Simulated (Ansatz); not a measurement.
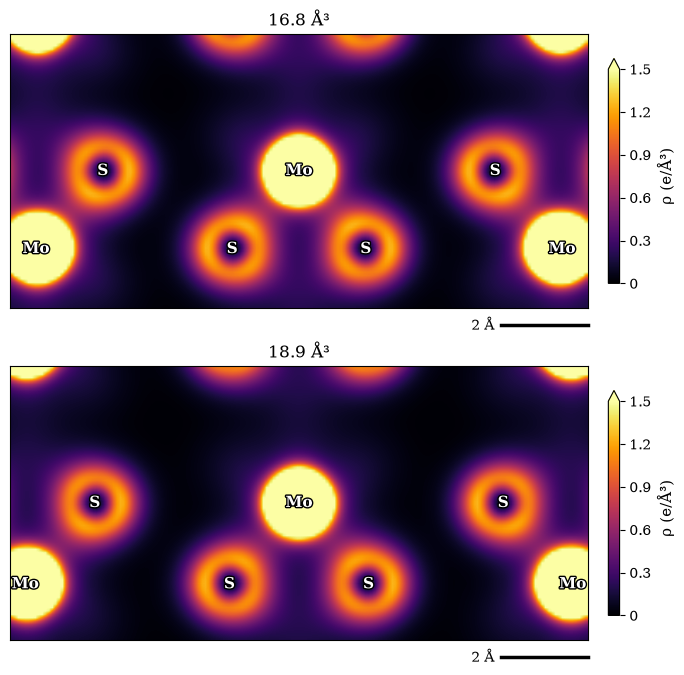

MoS$_{2}$. The valence electron density of cells scaled evenly to different volumes (given per atom above each panel), on the (110) plane of each (indices in the axes of the cell below), at one length scale and on one colour scale.

These are results of Kohn-Sham DFT of a periodic cell, PBE, SPMS NC in Ansatz 0.2.0, not measurements.

In a pseudopotential calculation such maps are meaningful between the atoms, not at the nuclei.

The largest cell:

```xyz
6
Lattice="3.2312 0.0000 0.0000 -1.6156 2.7983 0.0000 0.0000 0.0000 12.5657" Properties=species:S:1:pos:R:3 pbc="T T T"
Mo    1.6156    0.9327    9.4243
Mo    0.0000    1.8655    3.1414
S     1.6156    0.9327    4.7373
S     0.0000    1.8655   11.0201
S     1.6156    0.9327    1.5456
S     0.0000    1.8655    7.8284
```

| volume (Å³/atom) | Mo–S contact in the plane (Å) | ρ at its midpoint (e/Å³) | pressure (GPa) | gap on the mesh (eV) | 
| --- | --- | --- | --- | --- |
| 16.79 | 2.359 | 0.660 | 12.8 | 0.87 | 
| 17.86 | 2.408 | ? | ? | ? | 
| 18.94 | 2.455 | 0.557 | −5.8 | 0.97 | 

### What values belong in the row with question marks?

Over the known rows ln ρ falls by 1.77 per Å of Mo–S distance (the line through the two), which gives 0.605 e/Å³ at 2.408 Å; the calculation gives 0.605 e/Å³. For the pressure, a straight line in volume between the neighbouring rows gives 3.5 GPa; the calculation gives 2.1, lower because pressure rises ever faster on compression. For the gap on the mesh, a straight line in volume between the neighbouring rows gives 0.92 eV; the calculation gives 0.93.
